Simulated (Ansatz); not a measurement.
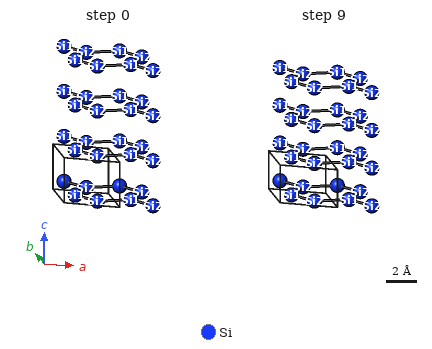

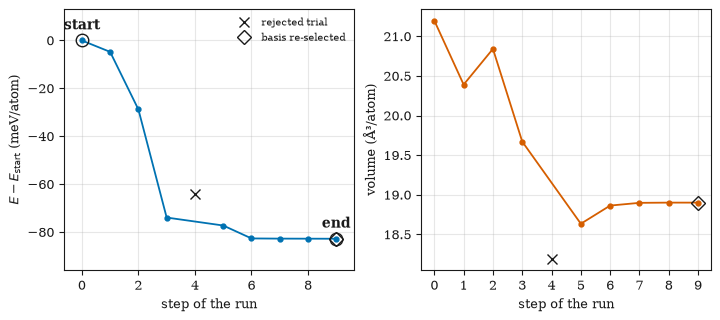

First and last geometry of a relaxation of crystalline Si (a generated structure, set up in P6/mmm), with the history of the run. A ball-and-stick model of the cell of the calculation, repeated 2 × 2 × 3 with one cell outlined, seen slightly off an axis.

Case: C → Si on all its sites, cell and atoms relaxed.

Method: Ansatz 0.2.0, DFT PBE+D3(BJ), scalar-relativistic, plane waves, PAW.

The input:
```yaml
crystal:
  lattice:
    - [3.9591553706, 0.0, 0.0]
    - [-1.9795776853, 3.4287291285, 0.0]
    - [0.0, 0.0, 3.1232425778]
  atoms:
    - { symbol: Si, position: [0.3333333333, 0.6666666667, 0.0] }
    - { symbol: Si, position: [0.6666666667, 0.3333333333, 0.0] }
basis:
  ecutwfc: 420
kpoints:
  mp_grid: { grid: [12, 12, 14] }
hamiltonian:
  xc: pbe
  dispersion: d3bj
scf:
  occupations: { method: gaussian, width: 0.1 }
output:
  forces: true
  stress: true
  eigenvalues: true
relax:
  adjacent_minimum: "off"
  f_tol: 0.01
  max_steps: 60
  cell: { stress_tol: 0.1 }
```

Launched with:
```bash
ansatz run input.yaml --threads 1 --pin off --max-ram 2560MiB --backend cpu --events-out ev --progress --plain --runs-dir out
```

Q: Read the history and describe the run.

A: It converged. The atoms keep their places relative to the cell (all moves are under 0.005 Å). The volume changes by −10.8 %, with a = b 3.959 → 4.084 Å (+3.2 %), c 3.123 → 2.617 Å (−16.2 %). Among the contacts that change: Si1–Si1 3.123 → 2.617 Å, Si1–Si2 2.286 → 2.358 Å. The space group stays P6/mmm (No. 191). Over 7 accepted moves (9 points after the start) the energy falls by 82.8 meV per atom. All forces vanish by symmetry, so only the cell relaxes. Pressure: 0.27 GPa at the start and 0.01 GPa at the end. The line search rejected the trial step at point 4 of the run. The SCF was repeated once at an unchanged geometry on a basis and grid sized afresh for the cell, which shifted the energy by less than 0.05 meV per atom at most. Cost: 32 s on 1 thread of Arm Neoverse V2, on a shared host, peak memory 0.34 GiB.

| step | E − E(0), meV/atom | pressure, GPa | volume, Å³/atom | note |
| --- | --- | --- | --- | --- |
| 0 | 0.00 | 0.27 | 21.199 |  |
| 1 | -4.76 | 1.64 | 20.392 |  |
| 2 | -28.79 | -5.12 | 20.842 |  |
| 3 | -73.90 | -3.14 | 19.672 |  |
| 4 | -63.95 | 3.49 | 18.196 | rejected |
| 5 | -77.23 | 1.45 | 18.635 |  |
| 6 | -82.62 | 0.16 | 18.865 |  |
| 7 | -82.70 | 0.04 | 18.899 |  |
| 8 | -82.72 | 0.01 | 18.902 |  |
| 9 | -82.75 | 0.01 | 18.902 | same geometry, new basis |
